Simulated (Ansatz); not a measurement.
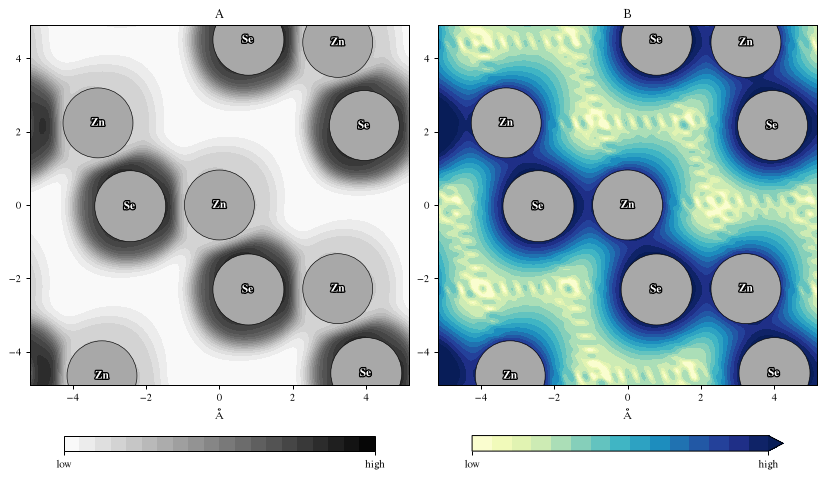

Zn$_{15}$Se$_{16}$ (cell charge −1, with a compensating background) (cell with a defect): 2 fields on the (100) plane of the calculation cell, with unlabelled colour scales. Grey discs cover the atomic cores.

Spin-polarised.

Theory: DFT LDA, scalar-relativistic, plane waves, PAW (Ansatz).

Q: Which field does each panel show? The fields are: electron localisation function and valence pseudo-density.

A: Panel A: electron localisation function. Panel B: valence pseudo-density. From the grid: Zn–Se (2.38 Å): ρ at the midpoint is about 0.51 e/Å³; the ELF is about 0.60 at the midpoint. Zn–Se (2.44 Å): the density is about 0.48 e/Å³ at the midpoint, with its minimum of 0.43 e/Å³ about 1.1 Å from Zn; the ELF is about 0.60 at the midpoint.
